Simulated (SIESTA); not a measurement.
# Energy of Rb along an even scaling of the cell

System: Rb (1 atom in the cell).
Method: Kohn-Sham DFT of a periodic cell, PBEsol, PseudoDojo 0.4 standard, converted to PSML, no spin polarisation (SIESTA 5.4.2).

The 7 runs differ only in the geometry, by an even scaling of the cell at fixed fractional positions. The structure derives from an entry of the Crystallography Open Database.

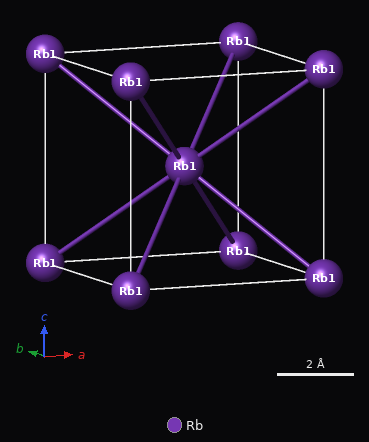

Figure 1. The structure of run 4 (ball-and-stick view of the cell 2 times as large as that of the calculation, set on its symmetry axes, seen slightly off an axis; atoms are numbered from 1 in the order of the input). An atom can appear more than once, as a periodic image.

**Input of run 4**
```
SystemName                      Rb
SystemLabel                     Rb
NumberOfSpecies                 1
NumberOfAtoms                   1
%block ChemicalSpeciesLabel
  1  37 Rb
%endblock ChemicalSpeciesLabel

LatticeConstant                 1.0 Ang
%block LatticeVectors
    -2.8025000000     2.8025000000     2.8025000000
     2.8025000000    -2.8025000000     2.8025000000
     2.8025000000     2.8025000000    -2.8025000000
%endblock LatticeVectors
AtomicCoordinatesFormat         Fractional
%block AtomicCoordinatesAndAtomicSpecies
     0.0000000000     0.0000000000     0.0000000000  1  Rb
%endblock AtomicCoordinatesAndAtomicSpecies

%block kgrid.MonkhorstPack
    7   0   0  0.0
    0   7   0  0.0
    0   0   7  0.0
%endblock kgrid.MonkhorstPack
XC.Functional                   GGA
XC.Authors                      PBEsol
PAO.BasisSize                   DZP
PAO.EnergyShift                 0.003 Ry
Mesh.Cutoff                     500 Ry
OccupationFunction              FD
ElectronicTemperature           0.05 eV
MaxSCFIterations                120
SCF.MustConverge                false
SCF.Mixer.Method                Pulay
SCF.Mixer.Weight                0.25
SCF.Mixer.History               8
SCF.DM.Tolerance                5.0e-05
SCF.H.Tolerance                 1.0e-03 eV
WriteForces                     true
Charge.Mulliken                 end
%block PAO.Basis
  Rb 5
  n=4 0 2
    4.197 0.000
  n=5 0 2
    9.500 0.000
  n=4 1 2
    5.129 0.000
  n=5 1 1
    9.500
  n=4 2 1
    7.000
%endblock PAO.Basis
```

Command:
```bash
siesta < Rb.fdf > Rb.out 2>&1
```

Lattice vectors (Å) and fractional positions of run 4:
```
  -2.802500    2.802500    2.802500
   2.802500   -2.802500    2.802500
   2.802500    2.802500   -2.802500
Rb  0.000000  0.000000  0.000000
```

Run 6 differs from it as follows:
```diff
-    -2.8025000000     2.8025000000     2.8025000000
-     2.8025000000    -2.8025000000     2.8025000000
-     2.8025000000     2.8025000000    -2.8025000000
+    -2.8393792292     2.8393792292     2.8393792292
+     2.8393792292    -2.8393792292     2.8393792292
+     2.8393792292     2.8393792292    -2.8393792292
```

**Results, with one run withheld**

| run | volume per atom (Å³) | free energy per atom, from the lowest run given (meV) | pressure (GPa) |
| --- | --- | --- | --- |
| 1 | 82.761 | 0.08 | 0.05 |
| 2 | 84.522 | 0.00 | −0.03 |
| 3 | 86.283 | 0.76 | −0.10 |
| 4 | 88.043 | 2.26 | −0.17 |
| 5 | 89.804 | 4.43 | −0.23 |
| 6 | 91.565 | ? | ? |
| 7 | 93.326 | 10.60 | −0.33 |

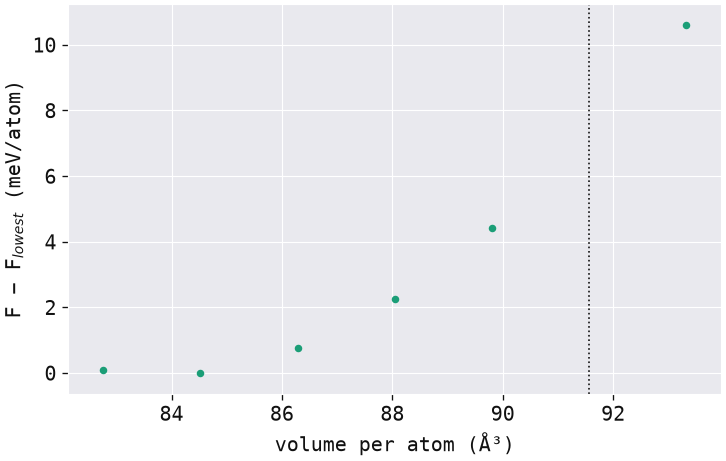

Figure 2. Free energy per atom of the runs given; the dotted line marks run 6.

What should run 6 give?

A cubic polynomial in V^(−2/3) (the Birch–Murnaghan form), fitted to the 6 runs given, misses them by at most 0.01 meV per atom. With x = V^(−2/3) − 0.05080 Å⁻², it reads F = 1.5698 − 2303 x + 8.1457e+05 x² − 3.6941e+06 x³ (meV per atom). At run 6 it gives 7.24 meV per atom, and the run itself gives 7.24. The slope of the fit gives a pressure −dF/dV of −0.28 GPa there, and the run prints −0.28 GPa. The fit has its minimum at 83.782 Å³ per atom, where V d²F/dV² gives 3.7 GPa: the bulk modulus at this level, since symmetry fixes the shape and the positions.

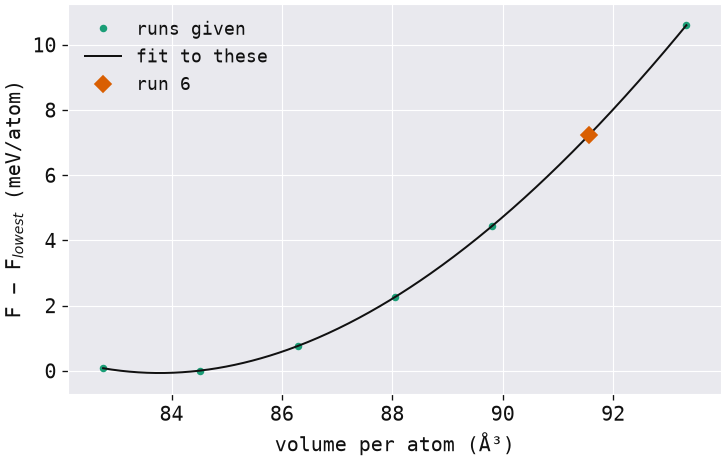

Figure 3. The fit and the withheld run.

**Some lines of the output (run 6)**
```
[...]
outcell: Cell volume (Ang**3)        :     91.5651
stepf: Fermi-Dirac step function
siesta: Etot    =      -735.708512
siesta: FreeEng =      -735.716324
        iscf     Eharris(eV)        E_KS(eV)     FreeEng(eV)     dDmax    Ef(eV) dHmax(eV)
siesta: E_KS(eV) =             -735.7335
siesta: E_KS - E_eggbox =      -735.7335
siesta: Etot    =      -735.733536
siesta: FreeEng =      -735.741362
siesta:         Fermi =      -2.488795
siesta: Cell volume =         91.565146 Ang**3
    Orbital volume contribution        =           2.131537 eV
```

Notes: Points of doubt noted for this run: mulliken charges of long orbitals. With a small basis of atomic orbitals these values can differ much from converged plane-wave results.
